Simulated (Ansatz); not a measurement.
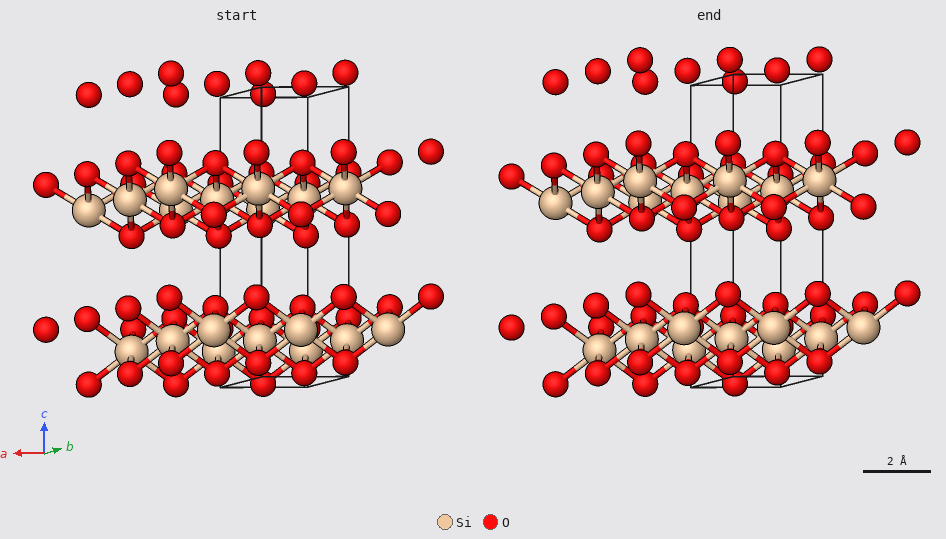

The structure of a crystal of SiO2 (a generated structure, set up in P6_3mc) (coarse preliminary run) before (left) and after (right) a relaxation, at one scale.

Style: ball-and-stick. Shown: the cell of the calculation, repeated 3 × 3 × 1 with one cell outlined, from a free direction.

All numbers below come from Ansatz, DFT PBE+D3(BJ), scalar-relativistic, plane waves, PAW. Set-up: plane-wave cutoff 420 eV; k-point mesh 6 × 6 × 2; occupations gaussian; smearing width 0.1 eV; no spin polarisation; cell and atoms relaxed; force threshold 0.04 eV/Å; at most 70 steps.

**Describe what moved and what it gained.**

Over 6 accepted moves (9 points after the start) the energy falls by 57.0 meV per atom. The largest force component goes from 1.5 to 0.0002 eV/Å. The pressure goes from 24.60 to 0.04 GPa. The SCF was repeated 3 times at an unchanged geometry on a basis and grid sized afresh for the cell, which shifted the energy by 6.0 meV per atom at most. The largest moves relative to the cell, 0.009 Å, are those of O atoms. Si stays in place. Cell: a = b 2.612 → 2.687 Å (+2.9 %), c 8.764 → 9.137 Å (+4.3 %). Volume +10.3 %. Among the contacts that change: O–Si 1.749 → 1.801 Å. The space group stays P6_3mc (No. 186).
